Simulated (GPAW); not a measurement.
# Optical response of ZrC, part 2 of 2

Aim: the dielectric function of ZrC, and the optical constants that follow from it. The cell comes from an older database entry, whose edges can differ from later determinations, mostly by under a per cent.

GPAW 26.7.0; DFT, PBE, plane-wave PAW (GPAW data sets), scalar-relativistic, RPA, optical limit.

So far. Step 2 (Ground state): There are states at the Fermi level within the smearing, so the occupations stay smeared and the carriers get a Drude term.

The database entry behind the starting cell differs from later determinations by our own check (an axis about 0.7 % long against later determinations), so it need not match the best structure at ambient conditions.

### 4. Dielectric function, RPA (continued)

The Im ε, E ∥ x by photon energy; read off at these points:

| photon energy (eV) | Im ε, E ∥ x |
| --- | --- |
| 1 | 24.0 |
| 2 | 16.2 |
| 3 | 10.8 |
| 4 | 10.1 |
| 5 | 8.84 |
| 6 | 8.44 |
| 7 | 6.69 |
| 8 | 5.65 |
| 9 | 4.60 |
| 10 | 5.13 |
| 11 | 2.30 |
| 12 | 1.30 |
| 13 | 1.38 |
| 14 | 1.23 |

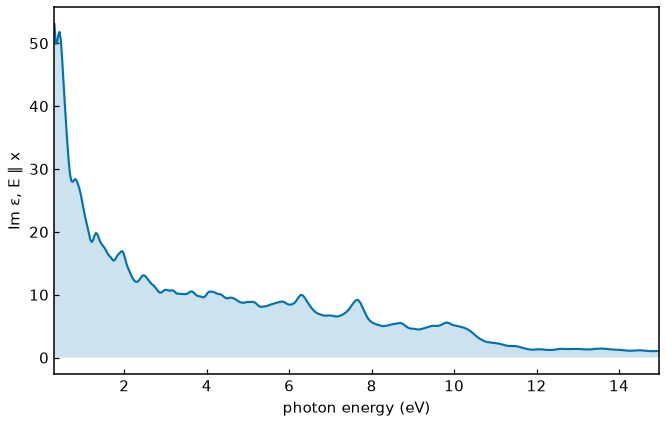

Im ε, E ∥ x, plotted against photon energy.

The Re ε, E ∥ x by photon energy:

| photon energy (eV) | Re ε, E ∥ x |
| --- | --- |
| 1 | 0.706 |
| 2 | 2.75 |
| 3 | 3.99 |
| 4 | 3.87 |
| 5 | 1.93 |
| 6 | 1.20 |
| 7 | -0.153 |
| 8 | -2.58 |
| 9 | -1.50 |
| 10 | -2.38 |
| 11 | -2.61 |
| 12 | -1.42 |
| 13 | -0.772 |
| 14 | -0.585 |

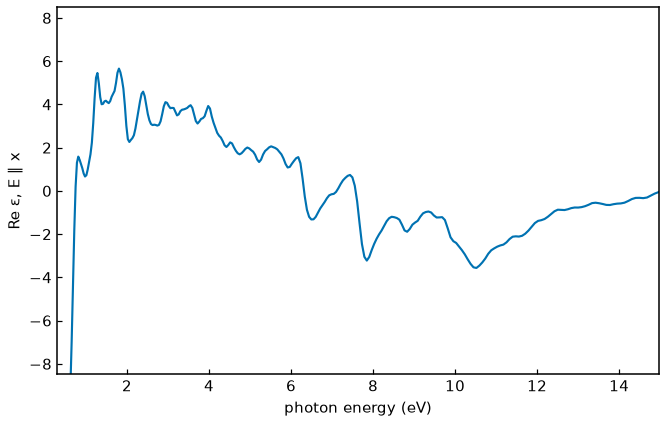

Re ε, E ∥ x, plotted against photon energy. Below 1 eV the curve runs off the scale.

Values under 1 per cm are given as 1. Absorption coefficient, E ∥ x against photon energy:

| photon energy (eV) | absorption coefficient, E ∥ x (1/cm) |
| --- | --- |
| 1.01 | 3.5e5 |
| 1.99 | 5.3e5 |
| 3.02 | 5.9e5 |
| 3.98 | 7.4e5 |
| 4.98 | 9.5e5 |
| 6.02 | 1.2e6 |
| 6.99 | 1.3e6 |
| 8.03 | 1.7e6 |
| 9.02 | 1.6e6 |
| 10.03 | 2.0e6 |
| 11.03 | 1.9e6 |
| 12.02 | 1.6e6 |
| 13.00 | 1.4e6 |
| 14.04 | 1.4e6 |

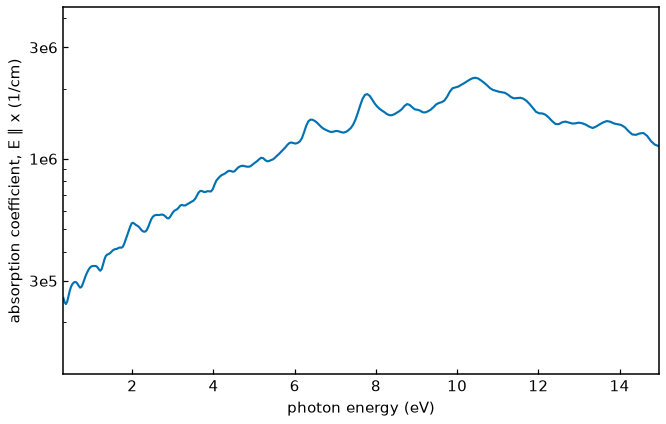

Absorption coefficient, E ∥ x, plotted against photon energy.

The refractive index n and extinction k by photon energy:

| photon energy (eV) | n | k |
| --- | --- | --- |
| 1 | 3.52 | 3.42 |
| 2 | 3.10 | 2.62 |
| 3 | 2.78 | 1.94 |
| 4 | 2.71 | 1.86 |
| 5 | 2.34 | 1.89 |
| 6 | 2.20 | 1.91 |
| 7 | 1.81 | 1.85 |
| 8 | 1.35 | 2.10 |
| 9 | 1.29 | 1.78 |
| 10 | 1.28 | 2.00 |
| 11 | 0.658 | 1.74 |
| 12 | 0.504 | 1.29 |
| 13 | 0.635 | 1.08 |
| 14 | 0.624 | 0.987 |

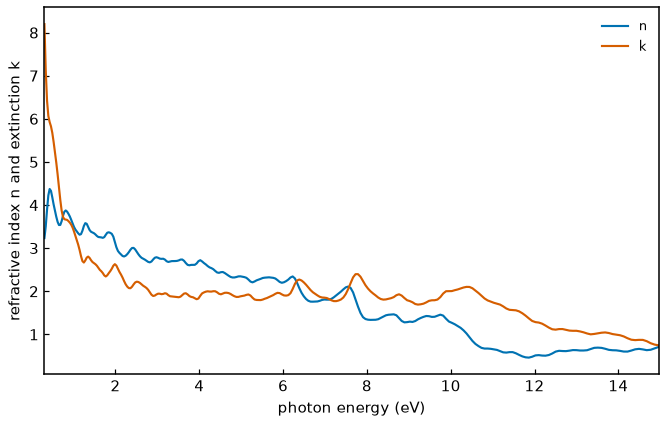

Refractive index n and extinction k against photon energy.

Table of loss function −Im 1/ε at q → 0, E ∥ x by energy loss; read off at these points:

| energy loss (eV) | loss function −Im 1/ε at q → 0, E ∥ x |
| --- | --- |
| 2 | 0.0600 |
| 4 | 0.0864 |
| 6 | 0.116 |
| 8 | 0.147 |
| 10 | 0.160 |
| 12 | 0.352 |
| 14 | 0.663 |

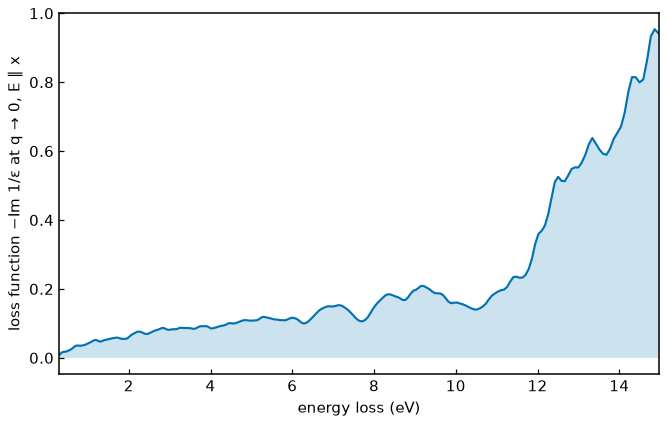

Loss function −Im 1/ε at q → 0, E ∥ x against energy loss.

At chosen wavelengths:

| wavelength (nm) | n | k | R (%) | 1/α |
| --- | --- | --- | --- | --- |
| 800 | 3.29 | 2.600 | 47.7 | 24 nm |
| 532 | 2.92 | 2.073 | 40.6 | 20 nm |
| 450 | 2.70 | 2.061 | 39.8 | 17 nm |
| 405 | 2.76 | 1.943 | 38.4 | 17 nm |
| 365 | 2.70 | 1.875 | 37.2 | 15 nm |
| 248 | 2.34 | 1.887 | 36.4 | 10 nm |
| 193 | 2.00 | 2.257 | 43.3 | 6.8 nm |

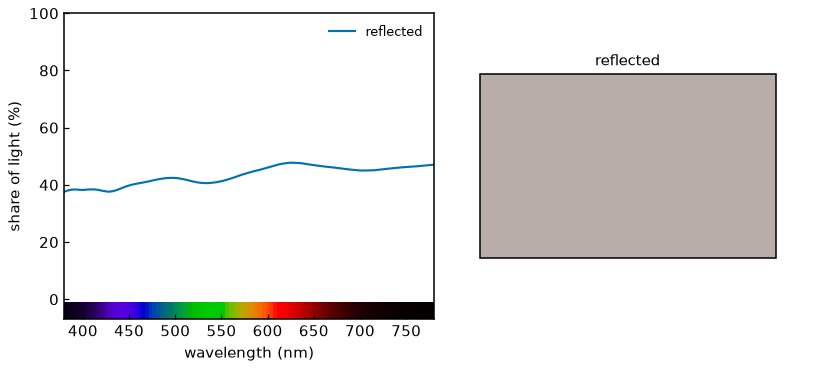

Light reflected across the visible range, with the colour that it makes of daylight (sRGB).

A polished face would reflect 43 % of daylight and look light grey (CIE x = 0.326, y = 0.335 under D65).

### 5. Summary of results

```json
{"main peak of the optical conductivity above 1 eV, first axis": "7.66 eV"}
```

**Reading.** At this level (PBE, RPA) ZrC is a metal; it reflects 41 % at 550 nm. A polished face would reflect 43 % of daylight and look light grey (CIE x = 0.326, y = 0.335 under D65). The carriers' damping of 0.03 eV is typed, not computed; it shapes the response at the lowest energies. The sum runs over mesh points, so small or evenly spaced maxima can still be ripples of the mesh. In this version of GPAW the matrix elements of the optical limit are incomplete, which can lower ε − 1 by up to a tenth where first-row anions or d states rule, and shift it by more in d metals. GPAW's carrier term has the form −ωp²/(ω + i·rate)², which damps like twice the rate and fails at low energy, so the curves leave the lowest energies out.

[Machine, clock and banner lines and Python warnings are left out of the logs.]

[Logs are printed without paths, hosts, clocks, repeated set-up lines and the standing remarks that a program may print on its own settings, such as how far it seeks lower states.]

[Hosts, paths, dates, database ids (printed as entryN), source tags and the programs' standing remarks are cut or masked in the printed files.]
